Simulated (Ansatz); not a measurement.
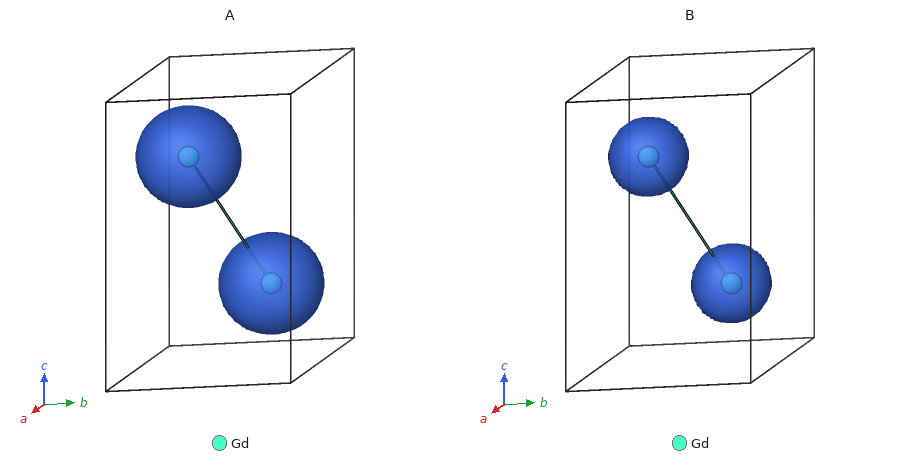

*Gd. Spin density of two self-consistent states of the same cell, at +0.5 (blue) and −0.5 e/Å³ (red).*

Space group P6₃/mmc; computed pressure about 10 GPa in this cell; spin-polarised.

Theory: Ansatz 0.2.0, Kohn-Sham DFT of a periodic cell, PBE, Ansatz PAW.

The density is the valence pseudo-density of a PAW calculation; it isn't the true density close to the nuclei.

```
CELL_PARAMETERS angstrom
3.63600 0.00000 0.00000
-1.81800 3.14887 0.00000
0.00000 0.00000 5.78260
ATOMIC_POSITIONS crystal
Gd 0.66667 0.33333 0.75000
Gd 0.33333 0.66667 0.25000
```

Q: Which magnetic state is the more stable, and how do they differ?

A: State A: parallel main moments (a ferromagnetic arrangement) in this solution; Gd: +12.6 μB (×2) in one cell of 2 atoms. State B: parallel main moments (a ferromagnetic arrangement) in this solution; Gd: +5.9 μB (×2) in one cell of 2 atoms. State B lies lower by 44129 meV per atom.
